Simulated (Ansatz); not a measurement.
System: LiH.

The calculation's input:

```
crystal:
  lattice:
    - [0.0169104, 2.061991575, 2.061991575]
    - [2.114714625, -0.0321948, 2.111096775]
    - [2.114714625, 2.111096775, -0.0321948]
  atoms:
    - { symbol: Li, position: [0.0, -0.0104370005, 0.0104370005] }
    - { symbol: H, position: [0.5, 0.5104370005, 0.4895629995] }
basis:
  ecutwfc: 420
kpoints:
  mp_grid: { grid: [10, 10, 10] }
hamiltonian:
  xc: pbe
scf:
  occupations: { method: gaussian, width: 0.02 }
output:
  forces: true
  stress: true
  eigenvalues: true
  write_density: true
  write_potential: true
  elf: true
  volumetric_format: npy
```

Command:

```sh
ansatz run input.yaml --threads 1 --pin off --max-ram 1331MiB --backend cpu --events-out ev --progress --plain --runs-dir out
```

Below, planes, directions and counts refer to the conventional cell (a = 5.10 Å, b = 3.03 Å, c = 2.92 Å, α = 90.00°, β = 124.25°, γ = 90.00°).

Space group C2; changed on purpose from its base cell (strained and moved within a subgroup); computed pressure about −4 GPa in this cell.

Method: DFT PBE, scalar-relativistic, plane waves, PAW (Ansatz 0.2.0).

Q: What can the converged valence pseudo-density and electron localisation function tell about the bonding?

A: Li–H (2.11 Å): ρ at the midpoint is about 0.11 e/Å³; the ELF climbs to about 1 towards the hydrogen (an ionic contact to a hydride ion).

Q: Does the calculation make it a metal, or give it a gap?

A: It is gapped, with a Kohn–Sham gap of 3.1 eV on the k-point mesh, an upper bound to the gap of this method.

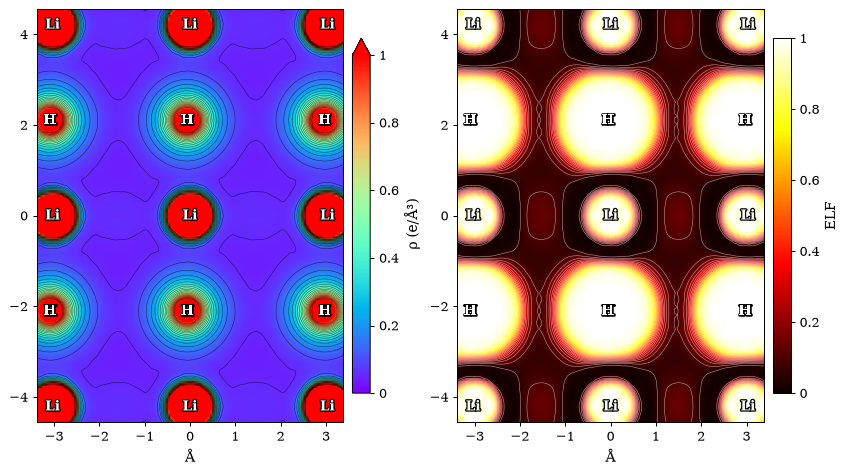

Computed valence pseudo-density and electron localisation function on the (101̄) plane of the conventional cell, in this order. 

Core electrons are frozen (PAW), and the valence fields are smoothed inside the atomic spheres.
